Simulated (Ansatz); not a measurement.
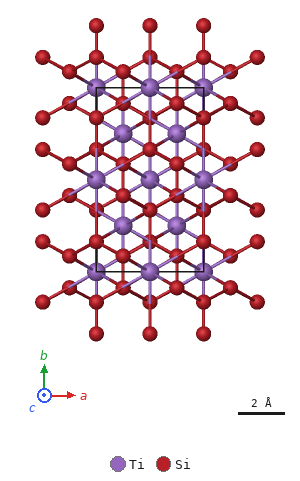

A scan of crystalline TiSi$_{2}$ (Fddd): the cell is strained equally along x and y, with the atoms kept at their fractional coordinates. x, y and z are the Cartesian axes of the input. The picture shows the reference cell. The picture is a ball-and-stick view of the conventional cell (4 times the calculation's cell), seen along the c axis. Lengths and directions refer to the drawn axes.

Theory: Ansatz, DFT PBEsol, scalar-relativistic, plane waves, PAW. Settings: plane-wave cutoff 420 eV; k-point mesh 14 × 14 × 14; occupations gaussian; smearing width 0.15 eV; no spin polarisation. Energies (free energies at the smearing named) are counted from the relaxed crystal.

```xyz
6
Lattice="0.0000 4.0911 4.2480 2.3809 0.0000 4.2480 2.3809 4.0911 0.0000" Properties=species:S:1:pos:R:3 pbc="T T T"
Ti    3.5713    6.1366    6.3721
Ti    2.3809    4.0911    4.2480
Si    1.1904    0.7050    2.1240
Si    1.1904    3.3860    2.1240
Si    2.3809    1.3405    4.2480
Si    2.3809    6.8416    4.2480
```

**Predict the energy profile (the strain: −0.020, −0.010, 0.000, 0.005, 0.015).**

```csv
strain,energy change (meV/atom)
−0.020,13.0
−0.010,3.0
0.000,0.0
0.005,0.9
0.015,7.2
```

Of the computed points the lowest is at the strain 0.00, 0.0 meV/atom. The curvature at zero strain, (1/V) d²E/dε², is about 740 GPa; it is C₁₁ + C₂₂ + 2C₁₂ with clamped ions. The distortion keeps the space group Fddd. At the strain −0.02 the cell of the drawing goes a 4.762 → 4.667 Å, b 8.182 → 8.018 Å.
